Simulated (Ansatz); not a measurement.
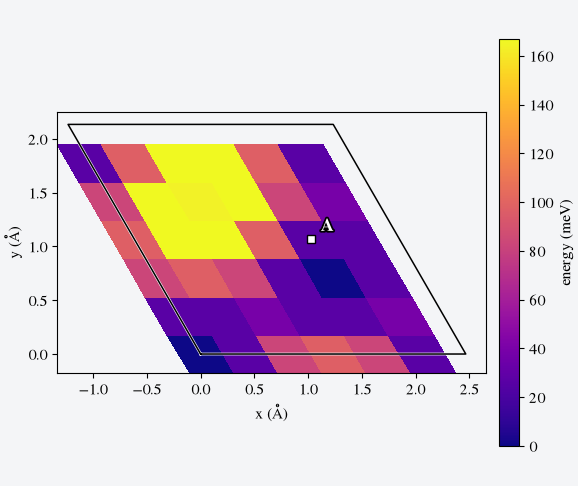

Si on a two-dimensional sheet of C (8 atoms of substrate and one adsorbate in a 2 × 2 cell). Si is moved over the surface cell at a fixed height above a rigid substrate; the origin of the map has the adsorbate above C1; the height is held at 2.50 Å. Places are given modulo a cell vector. The map is drawn in real space over the plane of the surface. The scan uses a 6 × 6 grid; 7 points were computed and 29 follow by symmetry. Places are given in fractions of the 1 × 1 surface cell. Energies are in meV, from the lowest grid point. Energies and slopes of some neighbouring points disagree (a jump in structure or state, or too coarse a mesh). The magnetic moment jumps between some neighbouring points. At a fixed height the lowest place need not be the adsorption site. Theory: DFT PBE+D3(BJ), scalar-relativistic, plane waves, PAW (Ansatz). Settings: cutoff 420 eV, k-mesh 6×6×1, gaussian smearing 0.1 eV, spin-polarised.

Drawn: one coloured cell a grid point, the outline of one cell of the plane, the point A.

Q: Which way does the force act at A, and how strong is it?

A: A, at (4/6, 3/6) of the cell vectors, is not a stationary point. The computed force is 0.13 eV/Å in the plane, pointing down and right in the picture (components 0.10 and −0.09 eV/Å).

PAW datasets: the set soft_1.
